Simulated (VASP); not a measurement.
MoS2 (space group P6_3/mmc, No. 194): an entry of the Crystallography Open Database, as set up for an electronic-structure calculation.

```
Mo S
1.0
     3.16900    0.00000    0.00000
    -1.58450    2.74443    0.00000
     0.00000    0.00000   12.32400
Mo S
2 4
Direct
  0.66667 0.33333 0.75000
  0.33333 0.66667 0.25000
  0.66667 0.33333 0.37700
  0.33333 0.66667 0.87700
  0.66667 0.33333 0.12300
  0.33333 0.66667 0.62300
```

Describe how the polyhedra about Mo are linked (bonds: Mo–S below 2.7 Å).

Mo: MoS6 trigonal prism, sharing edges with six neighbours.

They form layers of edge-sharing trigonal prisms parallel to (001).

Centre to centre across a shared edge: 3.17 Å.

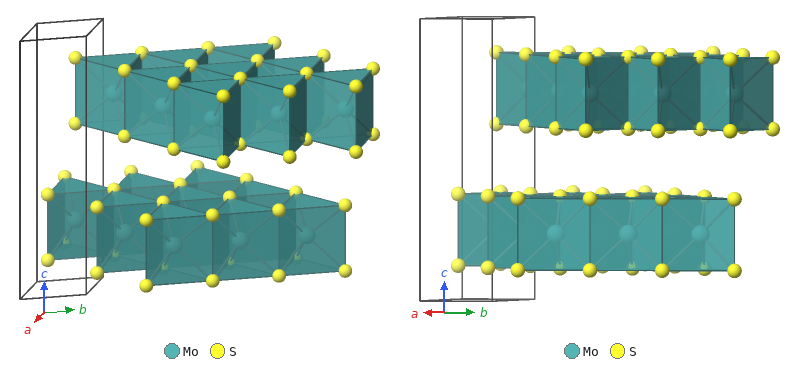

Polyhedra are drawn about Mo (bonds: Mo–S below 2.7 Å); other atoms are plain spheres. Two views of the same piece.
